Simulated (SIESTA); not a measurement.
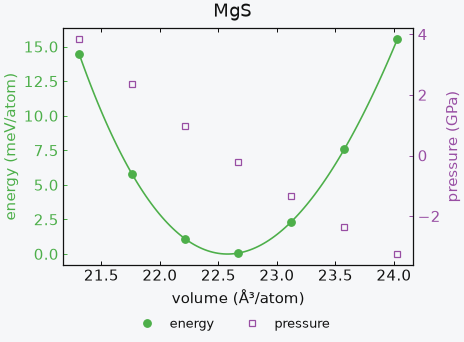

The picture above shows the energy and pressure against volume for MgS, space group P6_3mc (No. 186).

The given structure:
```yaml
crystal:
  lattice:
    - [4.03462, 0.00000, 0.00000]
    - [-2.01731, 3.49409, 0.00000]
    - [0.00000, 0.00000, 6.43229]
  atoms:
    - { symbol: S, position: [0.66667, 0.33333, 0.87924] }
    - { symbol: S, position: [0.33333, 0.66667, 0.37924] }
    - { symbol: Mg, position: [0.33333, 0.66667, 0.99575] }
    - { symbol: Mg, position: [0.66667, 0.33333, 0.49575] }
```

How it was computed, with SIESTA 5.4.2: DFT in numerical atomic orbitals with pseudopotentials, no spin polarisation; energies at scaled volumes of the given cell, shape and fractions fixed, counted from the fit's minimum, third-order Birch-Murnaghan fit. Level: LDA.

- k mesh: 8×8×4
- occupations: Fermi–Dirac
- smearing width: 0.05 eV
- potentials: PseudoDojo 0.4 standard, converted to PSML, two zetas on semicore shells
- program settings: basis DZP, mesh cutoff 800 Ry

Question: Give the fitted equation-of-state parameters.

Answer: A third-order Birch–Murnaghan fit gives V0 = 22.58 Å³/atom, B0 = 59.2 GPa and B′ = 4.0.

Question: How does the pressure vary with volume?

Answer: It falls from 3.84 GPa at volume 21.31 Å³/atom to −3.25 GPa at 24.03 Å³/atom, and changes sign near 22.58 Å³/atom.

Note: mulliken charges of long orbitals; shape and atomic fractions are frozen while scaling, which makes layered, chain and framework solids too stiff.
